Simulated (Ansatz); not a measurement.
AlN: band-structure calculation

- system: AlN (2 atoms in the cell)
- method: DFT, PBEsol, PAW with Ansatz's default frozen-core files, scalar-relativistic, no spin polarisation (Ansatz 0.2.0)

It belongs to a series of runs on one base structure; here: volume scaled by 1, PAW files.

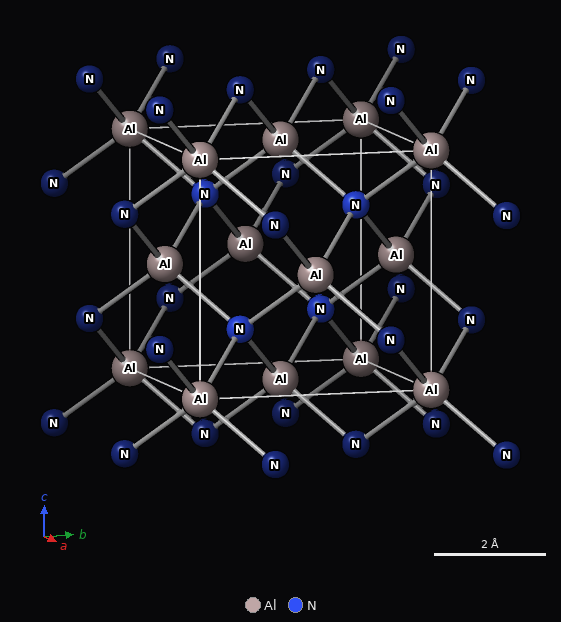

Fig. 1: The structure as given in the input (ball-and-stick view of the cell 4 times as large as that of the calculation, set on its symmetry axes, seen slightly off an axis; neighbours outside the cell are drawn fainter). An atom can appear more than once, as a periodic image.

### Key numbers

| quantity | value |
| --- | --- |
| outcome | converged |
| space group (tolerance 0.01 Å) | F-43m (216) |
| electrons treated | 8 |
| free energy | −905.9138 eV |
| Fermi energy | 8.529 eV |
| gap on the k-point mesh | 3.26 eV |
| pressure | 0.01 GPa |
| largest force (length of the vector) | under 0.001 eV/Å |
| hardware | 1 thread of Arm Neoverse V1, 112 GiB of memory available, shared host |
| wall time | 4.3 s |
| peak memory | 0.29 GiB |

### Input file
```yaml
crystal:
  lattice:
    - [0.0, 2.1887959582, 2.1887959582]
    - [2.1887959582, 0.0, 2.1887959582]
    - [2.1887959582, 2.1887959582, 0.0]
  atoms:
    - { symbol: Al, position: [0.0, 0.0, 0.0] }
    - { symbol: "N", position: [0.25, 0.25, 0.25] }
kpoints:
  mp_grid: { grid: [15, 15, 15] }
  band_path:
    path:
      - [0.0, 0.0, 0.0]
      - [-0.5, -0.5, 0.0]
      - [-0.375, -0.375, 0.25]
      - [-0.375, 0.0, 0.375]
      - [0.0, 0.0, 0.0]
      - [0.0, 0.0, 0.5]
      - [-0.5, -0.25, 0.25]
      - [-0.5, -0.5, 0.0]
    npoints: 8
scf:
  occupations: { method: fermi_dirac, width: 0.08 }
hamiltonian:
  xc: pbesol
  pseudopotentials: { kind: paw }
output:
  forces: true
  stress: true
  eigenvalues: true
  populations: true
  dos: { projected: true, de: 0.2, e_range: [-14, 8] }
  write_density: true
  write_potential: true
  elf: true
  volumetric_format: npy
```

Run as:
```bash
ansatz run input.yaml --threads 1 --pin off --max-ram 2048MiB --backend cpu --events-out ev --progress --plain --runs-dir out
```

### The program's output
```
Engine: ansatz 0.2.0, aarch64-unknown-linux-gnu
Pseudopotentials: kind: paw
Pseudopotential: Al, paw, valence charge 3, recommended cutoff 420 eV (normal), Al.paw.azcp
Pseudopotential: N, paw, valence charge 5, recommended cutoff 420 eV (normal), N.paw.azcp
Functional definition: PBEsol
  exchange = pbesol_x
  correlation = pbesol_c
Crystal: 2 atoms, lattice volume = 20.972 Å³
Basis set: ecut = 420 eV, 411 PW (Γ), exchange–correlation on 48×48×48 points (8 copies of the dense FFT grid, shifted against one another)
Bands: 8, of which v1, the nominal top of the filled ones, is band 4 counted from 1 (3 counted from 0)
Symmetry: 24 space group operations
Space group: F-43m (ITA 216), of the structure as read, at distance tolerance 2.8e-5 Å
k-points: 120 of 3375 (time reversal used)
Non-local potential: Al, projectors of the file, l = 0: 2, l = 1: 2, l = 2: 1
Non-local potential: N, projectors of the file, l = 0: 2, l = 1: 2, l = 2: 1
PAW form: soft (Blöchl's): semilocal exchange-correlation on the pseudo side does not see the compensation charge
PAW frozen core: Al, regenerated for the run's functional, and the local potential with it (the file was generated under x = pbe(κ = 0.804, μ = 0.2195149727645171), c = pbe(β = 0.06672455060314922))
PAW frozen core: N, regenerated for the run's functional, and the local potential with it (the file was generated under x = pbe(κ = 0.804, μ = 0.2195149727645171), c = pbe(β = 0.06672455060314922))
PAW one-centre angular grid: Al, 110 points (default); XC on 64 Gauss nodes
PAW one-centre angular grid: N, 110 points (default); XC on 64 Gauss nodes
Initial density: superposition of atomic densities (neutral atoms: chi_scale 0, normalization atom), corrected by the library's trained network
Initial wavefunctions: pseudopotential atomic-orbital guess
Functional: x = pbesol(κ = 0.804, μ = 0.12345679012345678), c = pbesol(β = 0.046)
SCF iter   1: F=—  HF=-905.920083 eV  |F-HF|=—  |Δ(HF+E_count)|=         —  Δρ=9.89e-3  dr2=2.20e-2  ethr=1.77e-3  ⟨swp⟩=4.6  Hψ=6940  notcnv=0
preconditioner: auto → none  [insulator: Δε(μ)=3.113 eV  Ē_g=15.173 eV  σ=0.080 eV  W_gap=1.00  n_scr=0 (ndim 8)  ℏωp=22.9 eV  f_vac=0.000  D(μ)=0.00/eV (n_scr^D=0)  ε∞_Penn≈3.3]
SCF iter   2: F=—  HF=-905.914625 eV  |F-HF|=—  |Δ(HF+E_count)|=   5.46e-3  Δρ=4.22e-3  dr2=2.91e-3  ethr=2.75e-4  ⟨swp⟩=2.7  Hψ=2580  notcnv=0
SCF iter   3: F=—  HF=-905.913727 eV  |F-HF|=—  |Δ(HF+E_count)|=   8.99e-4  Δρ=6.09e-4  dr2=4.29e-5  ethr=3.64e-5  ⟨swp⟩=2.5  Hψ=1382  notcnv=0
SCF iter   4: F=—  HF=-905.913758 eV  |F-HF|=—  |Δ(HF+E_count)|=   3.14e-5  Δρ=6.08e-5  dr2=2.77e-7  ethr=5.36e-7  ⟨swp⟩=1.6  Hψ=1158  notcnv=0
iter 5 did not close the SCF: its close was put off for the readings that it lacked (scf_convergence_deferred on its scf_iter line)
SCF iter   5: F=-905.913758 eV  HF=-905.913758 eV  |F-HF|=5.57e-10  |Δ(HF+E_count)|=   1.17e-7  Δρ=6.21e-6  dr2=4.02e-9  ethr=3.46e-9  ⟨swp⟩=2.3  Hψ=1417  notcnv=0
SCF iter   6: F=-905.913758 eV  HF=-905.913758 eV  |F-HF|=5.23e-12  |Δ(HF+E_count)|=  5.13e-10  Δρ=4.96e-7  dr2=2.52e-11  ethr=5.03e-11  ⟨swp⟩=4.1  Hψ=4212  notcnv=0
SCF 1 converged in 6 iterations: F = -905.913758 eV  dr2 = 2.52e-11
  greatest PAW one-centre occupation: 0.785 electrons in one spin orbital (limit 2), on the N atom at site 1 (counted from 0), in its partial waves of l = 0
```

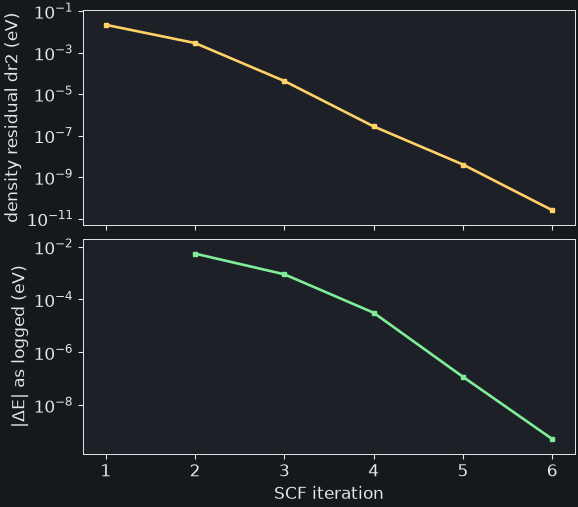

Fig. 2: Convergence of the self-consistent field: density residual dr2 and size of the energy change against the SCF iteration. The residual falls at every step.

```
NSCF: frozen V_eff on 57 k-points
SCF converged after 6 iterations
Free energy (F): -905.913758 eV
Harris-Foulkes:  -905.913758 eV  (|F-HF|=5.23e-12)
Internal energy: -905.913758 eV  (E = F + TS)
E sigma→0 (E₀):  -905.913758 eV
Fermi energy:    8.529475 eV
--- Per-component energies (eV) ---
  E_band       = 14.083856
  E_kinetic    = 158.537799
  E_local      = -222.268754  (includes V_loc(G=0)·N_el)
  E_nonlocal   = 55.683737
  E_hartree    = 76.386788
  E_xc         = -100.607486
  E_vxc        = -107.352810  (∫ρ·V_xc dr)
  E_paw        = -577.740393  (= ΣΔE_a)
  E_vpaw       = -23.289729  (= ΣTr[D̂ρ^β])
  E_aug_tail   = 0.000095  (compensation charges beyond the density's cutoff)
  E_ewald      = -295.952783
  E_core_change = 0.047238  (= ΣΔE_core)
  E_smearing   = -0.000000  (= −TS)
  E_closure    = 0.000000  (closes the sum)
  Σ components = -905.913758   (vs F -905.913758, Δ=0.00e0)
--- Forces (eV/Å), atoms counted from 1 ---
  atom   1  Al     0.00000000    -0.00000000     0.00000000
  atom   2  N     -0.00000000     0.00000000     0.00000000
  max |Σ_I F_I| component: 1.67e-16 eV/Å
--- Stress (GPa, compression-positive) ---
        0.010636      -0.000000      -0.000000
        0.000000       0.010636       0.000000
       -0.000000       0.000000       0.010636
  P = ⅓ Tr σ = 0.0106 GPa (0.106 kbar)
--- Band table (eV; the first three rows and the last of 120) ---
  k-point 0: bands = ["-8.1076", "6.8037", "6.8037", "6.8037", "10.8630", "19.2077", "19.2077", "19.2077"]
  k-point 1: bands = ["-8.0419", "6.4050", "6.7801", "6.7801", "11.1946", "19.0234", "19.2763", "19.2763"]
  k-point 2: bands = ["-7.8491", "5.4817", "6.7149", "6.7149", "11.9093", "18.5677", "19.3853", "19.3853"]
  k-point 119: bands = ["-5.3669", "2.9401", "3.2762", "4.2960", "12.7219", "17.7425", "18.7067", "19.0750"]
--- Löwdin populations: 2 sites ---
  site symbol       q [e]
     0     Al      1.9500
     1      N      5.9887
  spilling = 0.007670 (of n_electrons = 8.000000)
```

### File dos.tsv
```
# E-E_F[eV]	g_bin_mean(E)[states/eV]	N(E)
# format = ansatz-dos/2
# fermi_ev = 8.529475
# fermi_mp_grid = 15 15 15
# fermi_mp_shift = 0 0 0
# g_bin_mean(E): the states in a bin one row spacing wide, centred on E, divided by that spacing. States that the method places at a single energy (under output.dos.method: tetrahedron, those of a tetrahedron whose four corners have one energy) are counted whole in the row whose bin holds that energy (on the edge of two bins, in the lower row). The sum of g_bin_mean over a run of rows, times the row spacing, is the number of states from half a spacing under the first of them to half a spacing over the last (a plain sum, not the trapezoid rule).
-14.000000	1.914517e0	1.795960e0
-13.800000	1.243755e-2	2.000000e0
-13.600000	0.000000e0	2.000000e0
-13.400000	0.000000e0	2.000000e0
-13.200000	0.000000e0	2.000000e0
-13.000000	0.000000e0	2.000000e0
-12.800000	0.000000e0	2.000000e0
-12.600000	0.000000e0	2.000000e0
-12.400000	0.000000e0	2.000000e0
-12.200000	0.000000e0	2.000000e0
-12.000000	0.000000e0	2.000000e0
-11.800000	0.000000e0	2.000000e0
-11.600000	0.000000e0	2.000000e0
-11.400000	0.000000e0	2.000000e0
-11.200000	0.000000e0	2.000000e0
-11.000000	0.000000e0	2.000000e0
-10.800000	0.000000e0	2.000000e0
-10.600000	0.000000e0	2.000000e0
-10.400000	0.000000e0	2.000000e0
-10.200000	0.000000e0	2.000000e0
-10.000000	0.000000e0	2.000000e0
-9.800000	0.000000e0	2.000000e0
-9.600000	0.000000e0	2.000000e0
-9.400000	0.000000e0	2.000000e0
-9.200000	0.000000e0	2.000000e0
-9.000000	0.000000e0	2.000000e0
-8.800000	0.000000e0	2.000000e0
-8.600000	0.000000e0	2.000000e0
-8.400000	0.000000e0	2.000000e0
-8.200000	0.000000e0	2.000000e0
-8.000000	0.000000e0	2.000000e0
-7.800000	0.000000e0	2.000000e0
-7.600000	2.889289e-2	2.000000e0
-7.400000	2.105670e-1	2.022180e0
-7.200000	3.344377e-1	2.078504e0
-7.000000	4.526550e-1	2.157299e0
-6.800000	5.730380e-1	2.259291e0
-6.600000	8.095360e-1	2.389069e0
-6.400000	1.423211e0	2.604131e0
-6.200000	2.181198e0	3.003982e0
-6.000000	1.166644e0	3.338288e0
-5.800000	5.982510e-1	3.501999e0
-5.600000	3.796993e-1	3.598718e0
-5.400000	3.484710e-1	3.662522e0
-5.200000	5.988833e-1	3.754170e0
-5.000000	6.893320e-1	3.890462e0
-4.800000	7.336476e-1	4.031308e0
-4.600000	7.600756e-1	4.182023e0
-4.400000	7.630602e-1	4.333589e0
-4.200000	8.857018e-1	4.496909e0
-4.000000	9.757260e-1	4.682798e0
-3.800000	1.097644e0	4.887152e0
-3.600000	1.397206e0	5.133953e0
-3.400000	1.616037e0	5.444705e0
-3.200000	1.661010e0	5.769469e0
-3.000000	1.652939e0	6.101990e0
-2.800000	1.730554e0	6.440571e0
-2.600000	1.774157e0	6.788791e0
-2.400000	1.886718e0	7.153003e0
-2.200000	1.660435e0	7.535034e0
-2.000000	1.074237e0	7.794797e0
-1.800000	5.360361e-1	7.973432e0
-1.600000	0.000000e0	8.000000e0
-1.400000	0.000000e0	8.000000e0
-1.200000	0.000000e0	8.000000e0
-1.000000	0.000000e0	8.000000e0
-0.800000	0.000000e0	8.000000e0
-0.600000	0.000000e0	8.000000e0
-0.400000	0.000000e0	8.000000e0
-0.200000	0.000000e0	8.000000e0
0.000000	0.000000e0	8.000000e0
0.200000	0.000000e0	8.000000e0
0.400000	0.000000e0	8.000000e0
0.600000	0.000000e0	8.000000e0
0.800000	0.000000e0	8.000000e0
1.000000	0.000000e0	8.000000e0
1.200000	0.000000e0	8.000000e0
1.400000	0.000000e0	8.000000e0
1.600000	1.885889e-2	8.000729e0
1.800000	5.771597e-2	8.008669e0
2.000000	8.282216e-2	8.023100e0
2.200000	1.064935e-1	8.041890e0
2.400000	1.341551e-1	8.065804e0
2.600000	1.695578e-1	8.096002e0
2.800000	2.037549e-1	8.133435e0
3.000000	2.417772e-1	8.177813e0
3.200000	2.848098e-1	8.230380e0
3.400000	3.326873e-1	8.291992e0
3.600000	3.885615e-1	8.363805e0
3.800000	4.593387e-1	8.448182e0
4.000000	5.602546e-1	8.548821e0
4.200000	7.343861e-1	8.677500e0
4.400000	8.196600e-1	8.838667e0
4.600000	7.832062e-1	8.999664e0
4.800000	7.399014e-1	9.149089e0
5.000000	7.457247e-1	9.298071e0
5.200000	7.235381e-1	9.445377e0
5.400000	7.117546e-1	9.588384e0
5.600000	7.615793e-1	9.735029e0
5.800000	6.788068e-1	9.882670e0
6.000000	2.580396e-1	9.989897e0
6.200000	2.615657e-3	1.000000e1
6.400000	0.000000e0	1.000000e1
6.600000	0.000000e0	1.000000e1
6.800000	1.671572e-1	1.000384e1
7.000000	4.400757e-1	1.007391e1
7.200000	6.097476e-1	1.017724e1
7.400000	7.887697e-1	1.031760e1
7.600000	9.227513e-1	1.049164e1
7.800000	1.066581e0	1.068873e1
8.000000	1.347075e0	1.092043e1
```

### File populations.tsv
```
# site	symbol	l	j	q
# orbitals = lowdin
# n_electrons = 8.000000
# spilling = 0.007670
0	Al	0_3S	-	0.569270
0	Al	1_3P	-	1.380702
1	N	0_2S	-	1.392625
1	N	1_2P	-	4.596044
```

### File v_z.tsv
```
# z_ang	v_es[eV]	v_tot[eV]
# format = ansatz-planar-average/11
# xc	pbesol
# density_cutoff_ev	1680
# datasets	Al=:simpson_from_first_knot:soft:shift=-732380	N=:simpson_from_first_knot:soft:shift=-194789
# lattice	0.000000000	2.188795958	2.188795958
# lattice	2.188795958	0.000000000	2.188795958
# lattice	2.188795958	2.188795958	0.000000000
# sites	2
# site	13	0.000000000	0.000000000	0.000000000
# site	7	1.094397979	1.094397979	1.094397979
0.000000	2.047121e0	-1.015150e1
0.128976	9.199849e-1	-1.174542e1
0.257952	-4.682968e-1	-1.345314e1
0.386928	-1.838098e0	-1.496441e1
0.515904	-2.852810e0	-1.593068e1
0.644880	-3.188309e0	-1.606500e1
0.773856	-2.652248e0	-1.524559e1
0.902832	-1.259662e0	-1.355444e1
1.031808	7.706463e-1	-1.119448e1
1.160784	3.093826e0	-8.451940e0
1.289760	5.357913e0	-5.692491e0
1.418736	7.287668e0	-3.229526e0
1.547712	8.657359e0	-1.318976e0
1.676689	9.287758e0	-2.128580e-1
1.805665	9.194431e0	6.952132e-2
1.934641	8.591852e0	-2.450036e-1
2.063617	7.618383e0	-1.057802e0
2.192593	6.417403e0	-2.230641e0
2.321569	5.240280e0	-3.480280e0
2.450545	4.293905e0	-4.697986e0
2.579521	3.662103e0	-5.880097e0
2.708497	3.282309e0	-6.956939e0
2.837473	3.046412e0	-7.891490e0
2.966449	2.736306e0	-8.869194e0
```

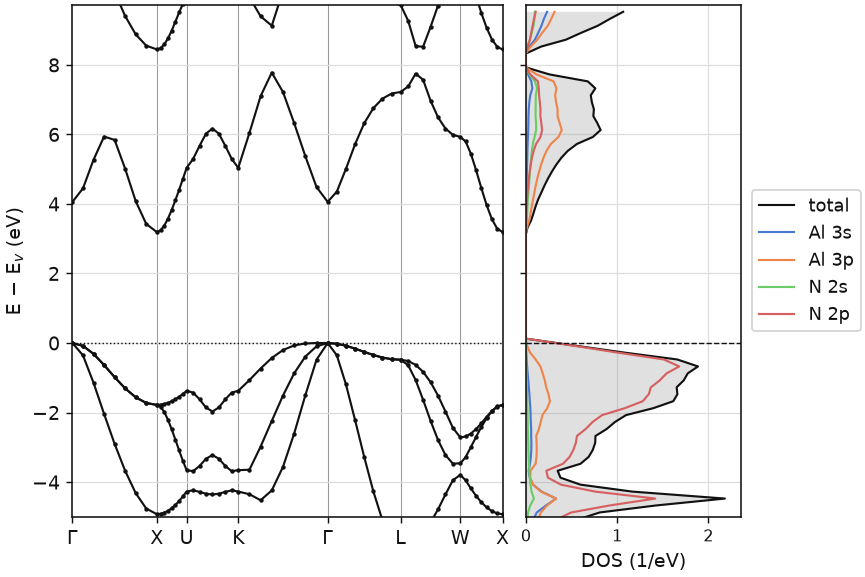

Fig. 3: Band structure along Γ–X–U–K–Γ–L–W–X and density of states (projected on Löwdin-orthogonalised atomic shells), with energies from the valence-band top. There is a gap of 3.19 eV on this path, indirect, from Γ to X.

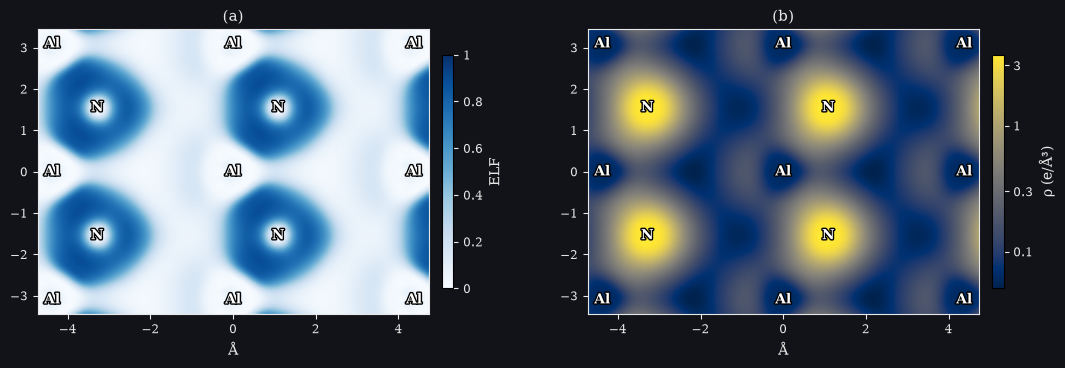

Fig. 4: (a) ELF; (b) valence electron density on the (101) plane of the conventional cell. The section cuts through Al and N sites. Al–N (1.90 Å): ρ is about 0.68 e/Å³ halfway; the ELF peaks at about 0.90 between the atoms, which marks a polar covalent bond. Away from the nuclei the density in this plane falls to 0.05 e/Å³ at its lowest. In a PAW calculation such maps are meaningful between the atoms, not at the nuclei.

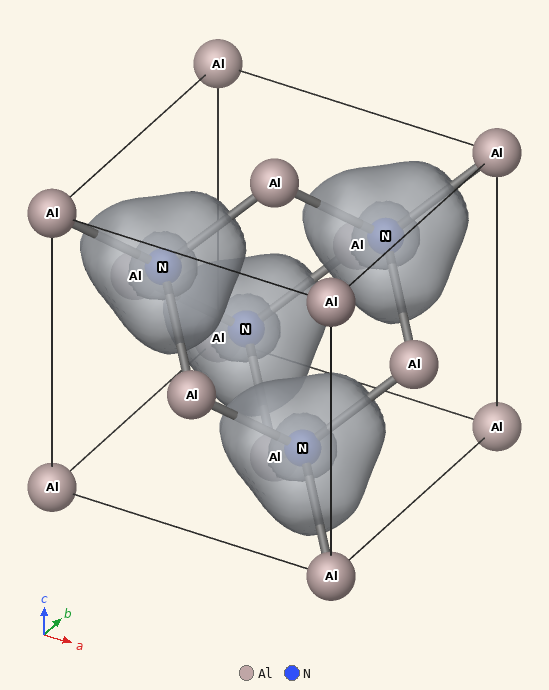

Fig. 5: Isosurface of the electron localisation function at 0.7 (grey), seen at an oblique angle. Core shells and regions of very low density are left out. Sticks mark near contacts. The outline is the cell set on symmetry axes. Along the contacts the grid gives the following. Al–N (1.90 Å): the ELF peaks at about 0.90 between the atoms (a shared but strongly polarised pair).
